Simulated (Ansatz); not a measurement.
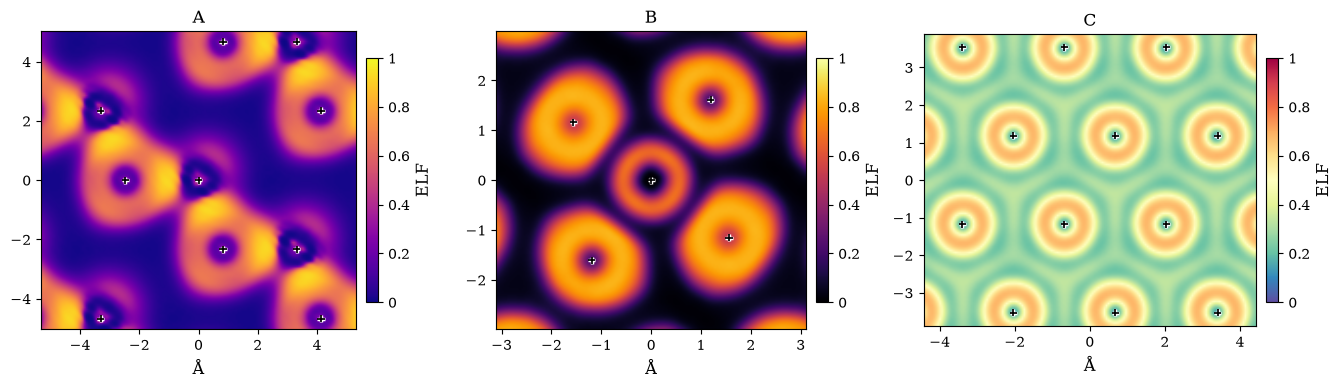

The electron localisation function of 3 systems, each on a plane through atoms (crosses mark nuclei in the plane).

Method: DFT PBE, scalar-relativistic, plane waves, PAW in Ansatz.

System 1: Ru, the (001) plane of the conventional cell. Space group P6₃/mmc; a structure from a database of computed crystals, not necessarily the ambient phase; computed without spin polarisation.

```
CELL_PARAMETERS angstrom
2.72000 0.00000 0.00000
-1.36000 2.35559 0.00000
0.00000 0.00000 4.29677
ATOMIC_POSITIONS crystal
Ru 0.33333 0.66667 0.25000
Ru 0.66667 0.33333 0.75000
```

System 2: AlAs, the (100) plane of the calculation cell. Space group F-43m; a structure from a database of computed crystals, not necessarily the ambient phase.

```yaml
crystal:
  lattice:
    - [-5.72791, -5.72791, 5.72791]
    - [5.72791, 5.72791, 5.72791]
    - [-5.72791, 5.72791, -5.72791]
  atoms:
    - { symbol: Al, position: [0.75000, 0.50000, 0.75000] }
    - { symbol: Al, position: [0.00000, 0.50000, 0.50000] }
    - { symbol: Al, position: [0.75000, 0.75000, 0.50000] }
    - { symbol: Al, position: [0.25000, 0.50000, 0.25000] }
    - { symbol: Al, position: [0.00000, 0.75000, 0.25000] }
    - { symbol: Al, position: [0.75000, 0.00000, 0.25000] }
    - { symbol: Al, position: [0.50000, 0.50000, 0.00000] }
    - { symbol: Al, position: [0.25000, 0.75000, 0.00000] }
    - { symbol: Al, position: [0.00000, 0.00000, 0.00000] }
    - { symbol: Al, position: [0.75000, 0.25000, 0.00000] }
    - { symbol: Al, position: [0.50000, 0.75000, 0.75000] }
    - { symbol: Al, position: [0.25000, 0.00000, 0.75000] }
    - { symbol: Al, position: [0.00000, 0.25000, 0.75000] }
    - { symbol: Al, position: [0.50000, 0.00000, 0.50000] }
    - { symbol: Al, position: [0.25000, 0.25000, 0.50000] }
    - { symbol: Al, position: [0.50000, 0.25000, 0.25000] }
    - { symbol: As, position: [0.00000, 0.75000, 0.00000] }
    - { symbol: As, position: [0.25000, 0.75000, 0.75000] }
    - { symbol: As, position: [0.00000, 0.00000, 0.75000] }
    - { symbol: As, position: [0.50000, 0.75000, 0.50000] }
    - { symbol: As, position: [0.25000, 0.00000, 0.50000] }
    - { symbol: As, position: [0.00000, 0.25000, 0.50000] }
    - { symbol: As, position: [0.75000, 0.75000, 0.25000] }
    - { symbol: As, position: [0.50000, 0.00000, 0.25000] }
    - { symbol: As, position: [0.25000, 0.25000, 0.25000] }
    - { symbol: As, position: [0.00000, 0.50000, 0.25000] }
    - { symbol: As, position: [0.75000, 0.00000, 0.00000] }
    - { symbol: As, position: [0.50000, 0.25000, 0.00000] }
    - { symbol: As, position: [0.25000, 0.50000, 0.00000] }
    - { symbol: As, position: [0.75000, 0.25000, 0.75000] }
    - { symbol: As, position: [0.50000, 0.50000, 0.75000] }
    - { symbol: As, position: [0.75000, 0.50000, 0.50000] }
```

System 3: TiO$_{2}$, the (111) plane of the conventional cell. Space group P4₂/mnm; a structure from a database of computed crystals, not necessarily the ambient phase; computed without spin polarisation.

Question: Match each panel to its system.

Answer: Panel A is system 2, AlAs: the plane holds Al and As. Al–As (2.48 Å): the ELF peaks at about 0.90 between the atoms: a shared electron pair. Panel B is system 3, TiO$_{2}$: the plane holds Ti and O. Ti–O (1.96 Å): the ELF peaks at about 0.80 in the valence shell of O, 0.6 Å from its nucleus, and is about 0.20 at the midpoint: no shared electron pair shows on this line. Panel C is system 1, Ru: the plane holds Ru. Ru–Ru (2.72 Å): the ELF is about 0.30 at the midpoint.
